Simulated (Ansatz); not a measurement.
## TiAl3: single-point calculation

The run: single-point calculation of TiAl3 (Pmm2, 4 atoms in the cell). Method and program: DFT PBEsol, scalar-relativistic, plane waves, PAW, no spin polarisation (Ansatz 0.2.0).

The structure derives from a Materials Project entry. It belongs to a series of runs on one base structure; here: ecut: 850 eV. Figures and captions count atoms from 1; the log counts them from 0 in places.

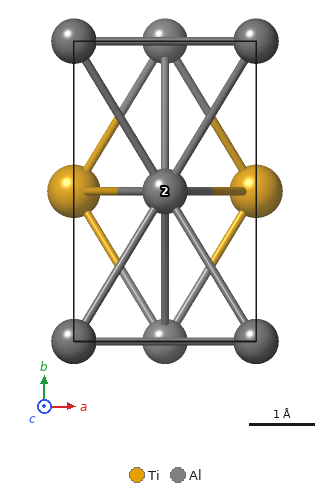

The input geometry (ball-and-stick view of the cell of the calculation, along the c axis; atoms are numbered from 1 in the order of the input). An atom can appear more than once, as a periodic image. Near neighbours in the periodic cell (some may lie outside the picture): Ti has 10 Al at 2.83 to 2.85 Å and 2 Ti at 2.84 Å; Al has 8 Al at 2.81 to 2.86 Å and 4 Ti at 2.83 to 2.85 Å; Al has 10 Al at 2.81 to 2.86 Å and 2 Ti at 2.85 Å.

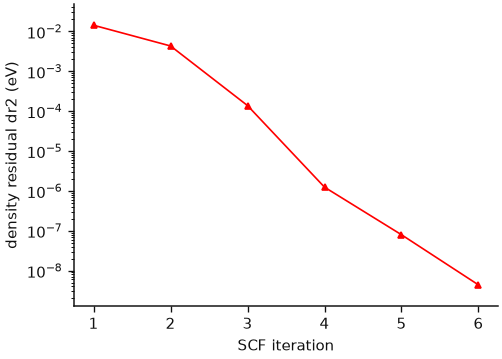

Convergence of the self-consistent field: density residual dr2 against the SCF iteration. The residual falls at every step.

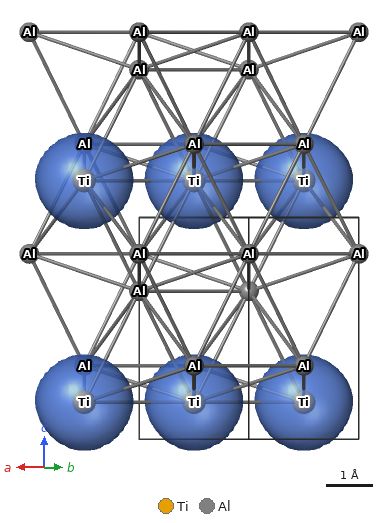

Isosurface of the valence charge density (pseudo) at 0.3 e/Å³ (blue), seen along [110]. Sticks mark near contacts. The outline is the cell set on symmetry axes. At this value the density breaks into separate islands; it holds about 45 % of the electrons treated as valence (semicore included). It is pinched off along the Al–Al (2.81 Å), Ti–Al (2.83 Å), Ti–Ti (2.84 Å) and Al–Al (2.85 Å) contacts. On the grid the lowest density along these lines, outside the cores, is 0.21 e/Å³ (Al–Al, 2.81 Å), 0.21 e/Å³ (Ti–Al, 2.83 Å), 0.23 e/Å³ (Ti–Ti, 2.84 Å) and 0.2 e/Å³ (Al–Al, 2.85 Å). Core electrons are frozen (PAW), so the fields are smoothed inside the atomic spheres.

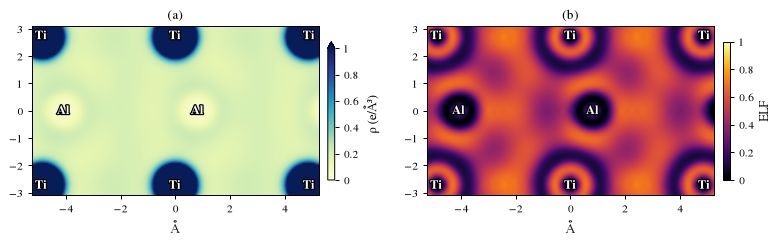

(a) valence electron density; (b) ELF on the (11̄0) plane of the conventional cell. The section cuts through Ti and Al sites. Ti–Al (2.85 Å): ρ at the midpoint is about 0.21 e/Å³; the ELF is about 0.40 at the midpoint, which marks nearly free electrons, as in a simple metal. Away from the nuclei the density in this plane falls to 0.15 e/Å³ at its lowest. The strong features right at Ti lie inside the PAW spheres (semicore, d or f shells) and say nothing about bonding.

The input that produced these results follows, with the program's output.

Input:
```yaml
crystal:
  lattice:
    - [2.839677, 0.0, 0.0]
    - [0.0, 4.681264, 0.0]
    - [0.0, 0.0, 4.900742]
  atoms:
    - { symbol: Ti, position: [0.0, 0.5, 0.165916] }
    - { symbol: Al, position: [0.5, 0.5, 0.667271] }
    - { symbol: Al, position: [0.5, 0.0, 0.330912] }
    - { symbol: Al, position: [0.0, 0.0, 0.8359] }
basis:
  ecutwfc: 850
kpoints:
  mp_grid: { grid: [14, 10, 10] }
hamiltonian:
  xc: pbesol
scf:
  occupations: { method: gaussian, width: 0.1 }
output:
  forces: true
  stress: true
  eigenvalues: true
  write_density: true
  write_potential: true
  elf: true
  volumetric_format: npy
```

Run as:
```bash
ansatz run input.yaml --threads 1 --pin off --max-ram 2560MiB --backend cpu --events-out ev --progress --plain --runs-dir out
```

Output:
```
Engine: ansatz 0.2.0, x86_64-unknown-linux-gnu
Pseudopotentials: kind: paw
Pseudopotential: Ti, paw, valence charge 12, recommended cutoff 420 eV (normal), Ti.paw.azcp
Pseudopotential: Al, paw, valence charge 3, recommended cutoff 420 eV (normal), Al.paw.azcp
Functional definition: PBEsol
  exchange = pbesol_x
  correlation = pbesol_c
Crystal: 4 atoms, lattice volume = 65.147 Å³
Basis set: ecut = 850 eV, 3649 PW (Γ), exchange–correlation on 60×90×96 points (8 copies of the dense FFT grid, shifted against one another)
Bands: 15, of which v1, the nominal top of the filled ones, is band 11 counted from 1 (10 counted from 0)
Symmetry: 4 space group operations
Space group: Pmm2 (ITA 25), of the structure as read, at distance tolerance 4.0e-5 Å
k-points: 288 of 1400 (time reversal used)
Non-local potential: Ti, projectors of the file, l = 0: 3, l = 1: 2, l = 2: 3, l = 3: 1
Non-local potential: Al, projectors of the file, l = 0: 2, l = 1: 2, l = 2: 1
PAW form: soft (Blöchl's): semilocal exchange-correlation on the pseudo side does not see the compensation charge
PAW frozen core: Ti, regenerated for the run's functional, and the local potential with it (the file was generated under x = pbe(κ = 0.804, μ = 0.2195149727645171), c = pbe(β = 0.06672455060314922))
PAW frozen core: Al, regenerated for the run's functional, and the local potential with it (the file was generated under x = pbe(κ = 0.804, μ = 0.2195149727645171), c = pbe(β = 0.06672455060314922))
PAW one-centre angular grid: Ti, 590 points (default); XC on 64 Gauss nodes
PAW one-centre angular grid: Al, 110 points (default); XC on 64 Gauss nodes
Initial density: superposition of atomic densities (neutral atoms: chi_scale 0, normalization atom), corrected by the library's trained network
Initial wavefunctions: pseudopotential atomic-orbital guess
Functional: x = pbesol(κ = 0.804, μ = 0.12345679012345678), c = pbesol(β = 0.046)
SCF iter   1: F=—  HF=-4048.517836 eV  |F-HF|=—  |Δ(HF+E_count)|=         —  Δρ=4.13e-3  dr2=1.43e-2  ethr=1.77e-3  ⟨swp⟩=5.7  Hψ=25531  notcnv=0
preconditioner: auto → Kerker (q_TF=auto, 2.259 Å⁻¹)  [metal: Δε(μ)=0.003 eV  Ē_g=5.276 eV  σ=0.100 eV  W_gap=0.02  n_scr=10 (ndim 8)  ℏωp=16.6 eV  f_vac=0.000  D(μ)=2.80/eV (n_scr^D=22)]
SCF iter   2: F=—  HF=-4048.515254 eV  |F-HF|=—  |Δ(HF+E_count)|=   2.58e-3  Δρ=2.07e-3  dr2=4.32e-3  ethr=6.83e-5  ⟨swp⟩=1.1  Hψ=6647  notcnv=0
SCF iter   3: F=—  HF=-4048.514226 eV  |F-HF|=—  |Δ(HF+E_count)|=   1.03e-3  Δρ=3.20e-4  dr2=1.38e-4  ethr=2.06e-5  ⟨swp⟩=2.2  Hψ=5716  notcnv=0
SCF iter   4: F=—  HF=-4048.514193 eV  |F-HF|=—  |Δ(HF+E_count)|=   3.34e-5  Δρ=4.50e-5  dr2=1.24e-6  ethr=6.57e-7  ⟨swp⟩=2.0  Hψ=5801  notcnv=0
SCF iter   5: F=—  HF=-4048.514190 eV  |F-HF|=—  |Δ(HF+E_count)|=   3.13e-6  Δρ=1.10e-5  dr2=7.94e-8  ethr=5.93e-9  ⟨swp⟩=2.4  Hψ=6665  notcnv=0
SCF iter   6: F=-4048.514190 eV  HF=-4048.514190 eV  |F-HF|=3.20e-9  |Δ(HF+E_count)|=   2.39e-8  Δρ=3.17e-6  dr2=4.38e-9  ethr=3.78e-10  ⟨swp⟩=5.4  Hψ=24148  notcnv=0
SCF 1 converged in 6 iterations: F = -4048.514190 eV  dr2 = 4.38e-9
  greatest PAW one-centre occupation: 0.999 electrons in one spin orbital (limit 2), on the Ti atom at site 0 (counted from 0), in its partial waves of l = 0
SCF converged after 6 iterations
Free energy (F): -4048.514190 eV
Harris-Foulkes:  -4048.514190 eV  (|F-HF|=3.20e-9)
Internal energy: -4048.500123 eV  (E = F + TS)
E sigma→0 (E₀):  -4048.507157 eV
Entropy (-TS):   -0.014067 eV (-3.517 meV/atom)
Fermi energy:    9.260361 eV
--- Per-component energies (eV) ---
  E_band       = -157.799786
  E_kinetic    = 341.933772
  E_local      = -1292.363509  (includes V_loc(G=0)·N_el)
  E_nonlocal   = 41.300197
  E_hartree    = 571.514513
  E_xc         = -215.414927
  E_vxc        = -209.630075  (∫ρ·V_xc dr)
  E_paw        = -2387.247616  (= ΣΔE_a)
  E_vpaw       = -182.069813  (= ΣTr[D̂ρ^β])
  E_aug_tail   = -0.000007  (compensation charges beyond the density's cutoff)
  E_ewald      = -1108.419348
  E_core_change = 0.196801  (= ΣΔE_core)
  E_smearing   = -0.014067  (= −TS)
  E_closure    = -0.000000  (closes the sum)
  Σ components = -4048.514190   (vs F -4048.514190, Δ=0.00e0)
--- Forces (eV/Å), atoms counted from 1 ---
  atom   1  Ti     0.00000000     0.00000000    -0.04747067
  atom   2  Al     0.00000000     0.00000000     0.00136422
  atom   3  Al     0.00000000     0.00000000    -0.00129530
  atom   4  Al     0.00000000     0.00000000     0.04738009
  max |Σ_I F_I| component: 2.17e-5 eV/Å
--- Stress (GPa, compression-positive) ---
       -3.781157       0.000000       0.000000
        0.000000      -1.805172       0.000000
        0.000000       0.000000      -1.757891
  P = ⅓ Tr σ = -2.4481 GPa (-24.481 kbar)
--- Band table (eV; the first three rows and the last of 288) ---
  k-point 0: bands = ["-46.9903", "-23.4280", "-23.4194", "-23.0606", "-0.8436", "4.2094", "5.4517", "5.7956", "6.6375", "8.4970", "8.8937", "11.6052", "11.6701", "11.9791", "12.0589"]
  k-point 1: bands = ["-46.9903", "-23.4279", "-23.4196", "-23.0606", "-0.7828", "3.8112", "5.5560", "5.8039", "7.0300", "8.4713", "8.8530", "11.5872", "11.5941", "11.6713", "11.9881"]
  k-point 2: bands = ["-46.9903", "-23.4279", "-23.4202", "-23.0606", "-0.6027", "3.0536", "5.7840", "5.8259", "7.7855", "8.4036", "8.7072", "11.2193", "11.5658", "11.6745", "11.8320"]
  k-point 287: bands = ["-46.9358", "-23.5060", "-23.3769", "-23.3658", "5.4981", "5.5653", "5.7751", "6.0202", "6.5084", "6.5214", "8.4870", "9.0647", "10.3010", "11.3385", "11.6105"]
```

Summary:

- outcome: converged
- space group (tolerance 0.01 Å): Pmm2 (25)
- electrons treated: 21
- free energy: −4048.5142 eV
- Fermi energy: 9.260 eV
- gap on the k-point mesh: none (metallic)
- pressure: −2.45 GPa
- largest force (length of the vector): 0.047 eV/Å
- hardware: 1 thread of Oxide Virtual Turin-like (Zen 5), 32 GiB of memory available, shared host
- wall time: 93 s
- peak memory: 1 GiB
